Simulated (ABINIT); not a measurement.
Geometry relaxation, with input and output: KCl (part 1 of 3)

- system: KCl (2 atoms in the cell)
- method: Kohn-Sham DFT of a periodic cell, PBEsol, PseudoDojo NC SR PBEsol v0.4 stringent, no spin polarisation (ABINIT 10.8.3)

The structure derives from a Materials Project entry.

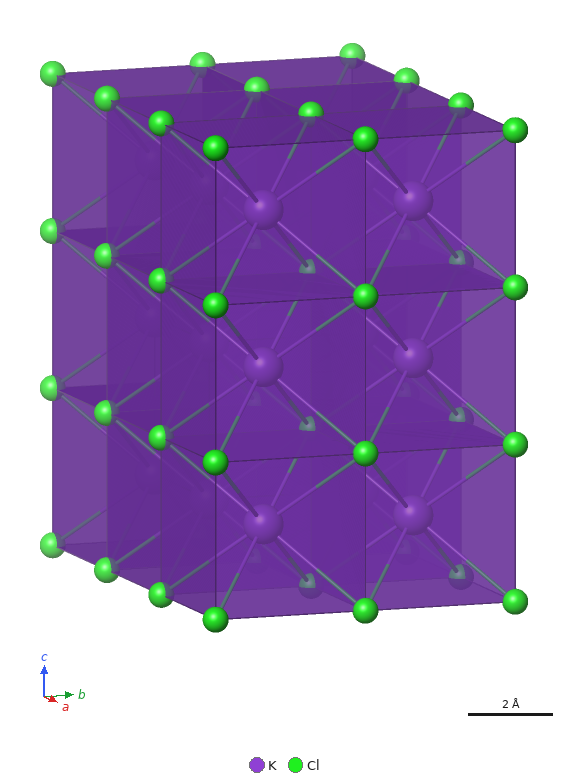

**Figure 1.** The input geometry (polyhedral view of the cell of the calculation, repeated 2 × 1 × 2, seen slightly off an axis; polyhedra are completed across the faces of the cell).

Input
```
# Pseudopotentials
pp_dirpath "./"
pseudos "K.upf, Cl.upf"

# Structure
acell 3*1.0 Angstrom
rprim
     3.8391960000     0.0000000000     0.0000000000
     0.0000000000     3.8391960000     0.0000000000
     0.0000000000     0.0000000000     3.8391960000
ntypat 2
znucl 19 17
natom 2
typat 1 2
chkprim 0
chksymtnons 0
tolsym 1.0e-6
xred
            0.0            0.0            0.0
            1/2            1/2            1/2

# Plane-wave basis
ecut 37.0
ecutsm 0.5

# k points
kptopt 1
ngkpt 5 5 5
nshiftk 1
shiftk 0.0 0.0 0.0

# Exchange and correlation
ixc -116133

# Bands and occupations
nband 12
occopt 3
tsmear 0.05 eV

# SCF cycle
nstep 80
tolvrs 1.0e-12

# Output
iomode 3
prteig 0
prtebands 0
prtwf 0
prtden 0

# Relaxation
ionmov 2
optcell 2
ntime 50
tolmxf 2.0e-5
dilatmx 1.08
```

Run as:
```bash
abinit run.abi > log 2>&1
```

What the program printed
```
.Version 10.8.3 of ABINIT
 Symmetries : space group Pm -3 m (#221); Bravais cP (primitive cubic)
================================================================================
 Values of the parameters that define the memory need of the present run
     intxc =       0    ionmov =       2      iscf =       7    lmnmax =       6
     lnmax =       6     mgfft =      45  mpssoang =       3    mqgrid =    3001
     natom =       2  nloc_mem =       1    nspden =       1   nspinor =       1
    nsppol =       1      nsym =      48    n1xccc =    2501    ntypat =       2
    occopt =       3   xclevel =       2
       mpw =        5197          nfft =       91125          nkpt =          10
================================================================================
================================================================================

--------------------------------------------------------------------------------
------------- Echo of variables that govern the present computation ------------
--------------------------------------------------------------------------------
 -outvars: echo values of preprocessed input variables --------
            acell      1.8897261259E+00  1.8897261259E+00  1.8897261259E+00 Bohr
              amu      3.90983000E+01  3.54527000E+01
          chkprim           0
      chksymtnons           0
          dilatmx      1.08000000E+00
             ecut      3.70000000E+01 Hartree
           ecutsm      5.00000000E-01 Hartree
           ionmov           2
              ixc     -116133
         kptrlatt        5    0    0      0    5    0      0    0    5
          kptrlen      3.62751449E+01
            natom           2
            nband          12
            ngfft          45      45      45
             nkpt          10
            nstep          80
             nsym          48
            ntime          50
           ntypat           2
           occopt           3
          optcell           2
           prtden           0
        prtebands           0
           prteig           0
            prtwf           0
            rprim      3.8391960000E+00  0.0000000000E+00  0.0000000000E+00
                       0.0000000000E+00  3.8391960000E+00  0.0000000000E+00
                       0.0000000000E+00  0.0000000000E+00  3.8391960000E+00
          spgroup         221
           tolmxf      2.00000000E-05
           tolsym      1.00000000E-06
           tolvrs      1.00000000E-12
           tsmear      1.83746611E-03 Hartree
            typat      1  2
           xangst      0.0000000000E+00  0.0000000000E+00  0.0000000000E+00
                       1.9195980000E+00  1.9195980000E+00  1.9195980000E+00
            xcart      0.0000000000E+00  0.0000000000E+00  0.0000000000E+00
                       3.6275144918E+00  3.6275144918E+00  3.6275144918E+00
             xred      0.0000000000E+00  0.0000000000E+00  0.0000000000E+00
                       5.0000000000E-01  5.0000000000E-01  5.0000000000E-01
            znucl       19.00000   17.00000

================================================================================

 chkinp: Checking input parameters for consistency.

================================================================================
== DATASET  1 ==================================================================

--- !DatasetInfo
iteration_state: {dtset: 1, }
dimensions: {natom: 2, nkpt: 10, mband: 12, nsppol: 1, nspinor: 1, nspden: 1, mpw: 5197, }
cutoff_energies: {ecut:  37.0, pawecutdg:  -1.0, }
electrons: {nelect:   1.60000000E+01, charge:   0.00000000E+00, occopt:   3.00000000E+00, tsmear:   1.83746611E-03, }
meta: {optdriver: 0, ionmov: 2, optcell: 2, iscf: 7, paral_kgb: 0, }
...

 Real(R)+Recip(G) space primitive vectors, cartesian coordinates (Bohr,Bohr^-1):
 R(1)=  7.2550290  0.0000000  0.0000000  G(1)=  0.1378354  0.0000000  0.0000000
 R(2)=  0.0000000  7.2550290  0.0000000  G(2)=  0.0000000  0.1378354  0.0000000
 R(3)=  0.0000000  0.0000000  7.2550290  G(3)=  0.0000000  0.0000000  0.1378354
 Unit cell volume ucvol=  3.8187168E+02 bohr^3
 Angles (23,13,12)=  9.00000000E+01  9.00000000E+01  9.00000000E+01 degrees

 getcut: wavevector=  0.0000  0.0000  0.0000  ngfft=  45  45  45
         ecut(hartree)=     43.157   => boxcut(ratio)=   2.05080

--- Pseudopotential description ------------------------------------------------
- pspini: atom type   1  psp file is ./K.upf
  19.00000   9.00000  180301                  znucl, zion, pspdat
12 -116133 2 -1 2250                          pspcod,pspxc,lmax,lloc,mmax
     nproj     2     2     2

- pspini: atom type   2  psp file is ./Cl.upf
  17.00000   7.00000  180301                  znucl, zion, pspdat
12 -116133 2 -1 1028                          pspcod,pspxc,lmax,lloc,mmax
     nproj     2     2     2

   2.76483976E+02                                ecore*ucvol(ha*bohr**3)
--------------------------------------------------------------------------------

================================================================================

=== [ionmov= 2] Broyden-Fletcher-Goldfarb-Shanno method (forces)
================================================================================

--- Iteration: ( 1/50) Internal Cycle: (1/1)
--------------------------------------------------------------------------------

---SELF-CONSISTENT-FIELD CONVERGENCE--------------------------------------------

--- !BeginCycle
iteration_state: {dtset: 1, itime: 1, icycle: 1, }
solver: {iscf: 7, nstep: 80, nline: 4, wfoptalg: 0, }
tolerances: {tolvrs: 1.00E-12, }
...

     iter   Etot(hartree)      deltaE(h)  residm     vres2
 ETOT  1  -46.470354796789    -4.647E+01 3.133E-02 1.494E+02
 ETOT  2  -46.493137061778    -2.278E-02 2.910E-03 6.942E+00
 ETOT  3  -46.494073664272    -9.366E-04 1.201E-03 1.258E+00
 ETOT  4  -46.494145290116    -7.163E-05 3.948E-04 1.769E-02
 ETOT  5  -46.494145857774    -5.677E-07 3.468E-04 3.880E-04
 ETOT  6  -46.494145872906    -1.513E-08 2.225E-04 3.308E-05
 ETOT  7  -46.494145873887    -9.803E-10 2.431E-04 7.764E-07
 ETOT  8  -46.494145873951    -6.452E-11 1.410E-04 1.090E-08
 ETOT  9  -46.494145873954    -2.508E-12 2.014E-04 1.107E-10
 ETOT 10  -46.494145873953     1.634E-13 1.133E-04 2.261E-12
 ETOT 11  -46.494145873950     3.510E-12 1.626E-04 4.503E-14

 At SCF step   11       vres2   =  4.50E-14 < tolvrs=  1.00E-12 =>converged.

 Cartesian components of stress tensor (hartree/bohr^3)
  sigma(1 1)=  4.92746955E-05  sigma(3 2)=  0.00000000E+00
  sigma(2 2)=  4.92746955E-05  sigma(3 1)=  0.00000000E+00
  sigma(3 3)=  4.92746955E-05  sigma(2 1)=  0.00000000E+00

--- !ResultsGS
iteration_state: {dtset: 1, itime: 1, icycle: 1, }
comment   : Summary of ground state results
lattice_vectors:
- [  7.2550290,   0.0000000,   0.0000000, ]
- [  0.0000000,   7.2550290,   0.0000000, ]
- [  0.0000000,   0.0000000,   7.2550290, ]
lattice_lengths: [   7.25503,    7.25503,    7.25503, ]
lattice_angles: [ 90.000,  90.000,  90.000, ] # degrees, (23, 13, 12)
lattice_volume:   3.8187168E+02
convergence: {deltae:  3.510E-12, res2:  4.503E-14, residm:  1.626E-04, diffor: null, }
etotal    :  -4.64941459E+01
entropy   :   0.00000000E+00
fermie    :   9.45826334E-02
cartesian_stress_tensor: # hartree/bohr^3
- [  4.92746955E-05,   0.00000000E+00,   0.00000000E+00, ]
- [  0.00000000E+00,   4.92746955E-05,   0.00000000E+00, ]
- [  0.00000000E+00,   0.00000000E+00,   4.92746955E-05, ]
pressure_GPa:  -1.4497E+00
xred      :
- [  0.0000E+00,   0.0000E+00,   0.0000E+00,  K]
- [  5.0000E-01,   5.0000E-01,   5.0000E-01, Cl]
cartesian_forces: # hartree/bohr
- [ -0.00000000E+00,  -0.00000000E+00,  -0.00000000E+00, ]
- [ -0.00000000E+00,  -0.00000000E+00,  -0.00000000E+00, ]
force_length_stats: {min:   0.00000000E+00, max:   0.00000000E+00, mean:   0.00000000E+00, }
...

 Integrated electronic density in atomic spheres:
 ------------------------------------------------
 Atom  Sphere_radius  Integrated_density
    1        2.00000          6.92397978
    2        2.00000          5.05733823

---OUTPUT-----------------------------------------------------------------------

 Cartesian coordinates (xcart) [bohr]
  0.00000000000000E+00  0.00000000000000E+00  0.00000000000000E+00
  3.62751449184033E+00  3.62751449184033E+00  3.62751449184033E+00
 Reduced coordinates (xred)
  0.00000000000000E+00  0.00000000000000E+00  0.00000000000000E+00
  5.00000000000000E-01  5.00000000000000E-01  5.00000000000000E-01
 Cartesian forces (fcart) [Ha/bohr]; max,rms= 0.00000E+00 0.00000E+00 (free atoms)
 -0.00000000000000E+00 -0.00000000000000E+00 -0.00000000000000E+00
 -0.00000000000000E+00 -0.00000000000000E+00 -0.00000000000000E+00
 Gradient of E wrt nuclear positions in reduced coordinates (gred)
  0.00000000000000E+00  0.00000000000000E+00  0.00000000000000E+00
  0.00000000000000E+00  0.00000000000000E+00  0.00000000000000E+00
 Scale of Primitive Cell (acell) [bohr]
  1.88972612590778E+00  1.88972612590778E+00  1.88972612590778E+00
 Real space primitive translations (rprimd) [bohr]
  7.25502898368065E+00  0.00000000000000E+00  0.00000000000000E+00
  0.00000000000000E+00  7.25502898368065E+00  0.00000000000000E+00
  0.00000000000000E+00  0.00000000000000E+00  7.25502898368065E+00
 Unitary Cell Volume (ucvol) [Bohr^3]=  3.81871683063551E+02
 Angles (23,13,12)= [degrees]
  9.00000000000000E+01  9.00000000000000E+01  9.00000000000000E+01
 Lengths [Bohr]
  7.25502898368065E+00  7.25502898368065E+00  7.25502898368065E+00
 Stress tensor in cartesian coordinates (strten) [Ha/bohr^3]
  4.92746955121912E-05  0.00000000000000E+00  0.00000000000000E+00
  0.00000000000000E+00  4.92746955121947E-05  0.00000000000000E+00
  0.00000000000000E+00  0.00000000000000E+00  4.92746955121947E-05
 Total energy (etotal) [Ha]= -4.64941458739500E+01

--- Iteration: ( 2/50) Internal Cycle: (1/1)
--------------------------------------------------------------------------------

---SELF-CONSISTENT-FIELD CONVERGENCE--------------------------------------------

--- !BeginCycle
iteration_state: {dtset: 1, itime: 2, icycle: 1, }
solver: {iscf: 7, nstep: 80, nline: 4, wfoptalg: 0, }
tolerances: {tolvrs: 1.00E-12, }
...

     iter   Etot(hartree)      deltaE(h)  residm     vres2
 ETOT  1  -46.494180776869    -4.649E+01 7.302E-04 4.181E-01
 ETOT  2  -46.494224399843    -4.362E-05 9.698E-05 3.484E-02
 ETOT  3  -46.494227066041    -2.666E-06 5.128E-05 3.351E-03
 ETOT  4  -46.494227326255    -2.602E-07 7.080E-05 2.625E-04
 ETOT  5  -46.494227339638    -1.338E-08 3.836E-05 6.655E-06
 ETOT  6  -46.494227339978    -3.399E-10 5.703E-05 3.399E-07
 ETOT  7  -46.494227339993    -1.535E-11 3.025E-05 2.665E-09
 ETOT  8  -46.494227339994    -1.144E-12 4.524E-05 1.392E-10
 ETOT  9  -46.494227339994     6.750E-13 2.359E-05 5.233E-13

 At SCF step    9       vres2   =  5.23E-13 < tolvrs=  1.00E-12 =>converged.

 Cartesian components of stress tensor (hartree/bohr^3)
  sigma(1 1)=  4.70737770E-05  sigma(3 2)=  0.00000000E+00
  sigma(2 2)=  4.70737770E-05  sigma(3 1)=  0.00000000E+00
  sigma(3 3)=  4.70737770E-05  sigma(2 1)=  0.00000000E+00

--- !ResultsGS
iteration_state: {dtset: 1, itime: 2, icycle: 1, }
comment   : Summary of ground state results
lattice_vectors:
- [  7.2443043,   0.0000000,   0.0000000, ]
- [  0.0000000,   7.2443043,   0.0000000, ]
- [  0.0000000,   0.0000000,   7.2443043, ]
lattice_lengths: [   7.24430,    7.24430,    7.24430, ]
lattice_angles: [ 90.000,  90.000,  90.000, ] # degrees, (23, 13, 12)
lattice_volume:   3.8018069E+02
convergence: {deltae:  6.750E-13, res2:  5.233E-13, residm:  2.359E-05, diffor: null, }
etotal    :  -4.64942273E+01
entropy   :   0.00000000E+00
fermie    :   9.60523426E-02
cartesian_stress_tensor: # hartree/bohr^3
- [  4.70737770E-05,   0.00000000E+00,   0.00000000E+00, ]
- [  0.00000000E+00,   4.70737770E-05,   0.00000000E+00, ]
- [  0.00000000E+00,   0.00000000E+00,   4.70737770E-05, ]
pressure_GPa:  -1.3850E+00
xred      :
- [  0.0000E+00,   0.0000E+00,   0.0000E+00,  K]
- [  5.0000E-01,   5.0000E-01,   5.0000E-01, Cl]
cartesian_forces: # hartree/bohr
- [ -0.00000000E+00,  -0.00000000E+00,  -0.00000000E+00, ]
- [ -0.00000000E+00,  -0.00000000E+00,  -0.00000000E+00, ]
force_length_stats: {min:   0.00000000E+00, max:   0.00000000E+00, mean:   0.00000000E+00, }
...

 Integrated electronic density in atomic spheres:
 ------------------------------------------------
 Atom  Sphere_radius  Integrated_density
    1        2.00000          6.93592304
    2        2.00000          5.04818830

---OUTPUT-----------------------------------------------------------------------

 Cartesian coordinates (xcart) [bohr]
  0.00000000000000E+00  0.00000000000000E+00  0.00000000000000E+00
  3.62215215167878E+00  3.62215215167878E+00  3.62215215167878E+00
 Reduced coordinates (xred)
  0.00000000000000E+00  0.00000000000000E+00  0.00000000000000E+00
  5.00000000000000E-01  5.00000000000000E-01  5.00000000000000E-01
 Cartesian forces (fcart) [Ha/bohr]; max,rms= 0.00000E+00 0.00000E+00 (free atoms)
 -0.00000000000000E+00 -0.00000000000000E+00 -0.00000000000000E+00
 -0.00000000000000E+00 -0.00000000000000E+00 -0.00000000000000E+00
 Gradient of E wrt nuclear positions in reduced coordinates (gred)
  0.00000000000000E+00  0.00000000000000E+00  0.00000000000000E+00
  0.00000000000000E+00  0.00000000000000E+00  0.00000000000000E+00
 Scale of Primitive Cell (acell) [bohr]
  7.24430430335756E+00  7.24430430335756E+00  7.24430430335756E+00
 Real space primitive translations (rprimd) [bohr]
  7.24430430335756E+00  0.00000000000000E+00  0.00000000000000E+00
  0.00000000000000E+00  7.24430430335756E+00  0.00000000000000E+00
  0.00000000000000E+00  0.00000000000000E+00  7.24430430335756E+00
 Unitary Cell Volume (ucvol) [Bohr^3]=  3.80180690241806E+02
 Angles (23,13,12)= [degrees]
  9.00000000000000E+01  9.00000000000000E+01  9.00000000000000E+01
 Lengths [Bohr]
  7.24430430335756E+00  7.24430430335756E+00  7.24430430335756E+00
 Stress tensor in cartesian coordinates (strten) [Ha/bohr^3]
  4.70737770390561E-05  0.00000000000000E+00  0.00000000000000E+00
  0.00000000000000E+00  4.70737770390582E-05  0.00000000000000E+00
  0.00000000000000E+00  0.00000000000000E+00  4.70737770390587E-05
 Total energy (etotal) [Ha]= -4.64942273399937E+01

 Difference of energy with previous step (new-old):
           Absolute (Ha)=-8.14660E-05
           Relative     =-1.75218E-06

--- Iteration: ( 3/50) Internal Cycle: (1/1)
--------------------------------------------------------------------------------

---SELF-CONSISTENT-FIELD CONVERGENCE--------------------------------------------

--- !BeginCycle
iteration_state: {dtset: 1, itime: 3, icycle: 1, }
solver: {iscf: 7, nstep: 80, nline: 4, wfoptalg: 0, }
tolerances: {tolvrs: 1.00E-12, }
...

     iter   Etot(hartree)      deltaE(h)  residm     vres2
 ETOT  1  -46.479833905080    -4.648E+01 1.079E-01 1.480E+02
 ETOT  2  -46.494084269937    -1.425E-02 1.055E-04 1.049E+01
 ETOT  3  -46.494838086894    -7.538E-04 8.474E-04 9.426E-01
 ETOT  4  -46.494914355160    -7.627E-05 5.957E-04 6.285E-02
 ETOT  5  -46.494917632302    -3.277E-06 1.045E-03 1.278E-03
 ETOT  6  -46.494917709658    -7.736E-08 4.725E-04 7.146E-05
 ETOT  7  -46.494917712752    -3.094E-09 7.521E-04 8.215E-07
 ETOT  8  -46.494917712813    -6.101E-11 2.740E-04 2.415E-08
 ETOT  9  -46.494917712812     3.268E-13 4.133E-04 1.502E-10
 ETOT 10  -46.494917712814    -1.940E-12 1.411E-04 1.015E-12
 ETOT 11  -46.494917712812     2.132E-12 2.083E-04 1.815E-14

 At SCF step   11       vres2   =  1.82E-14 < tolvrs=  1.00E-12 =>converged.

 Cartesian components of stress tensor (hartree/bohr^3)
  sigma(1 1)= -8.80252392E-06  sigma(3 2)=  0.00000000E+00
  sigma(2 2)= -8.80252392E-06  sigma(3 1)=  0.00000000E+00
  sigma(3 3)= -8.80252392E-06  sigma(2 1)=  0.00000000E+00
```
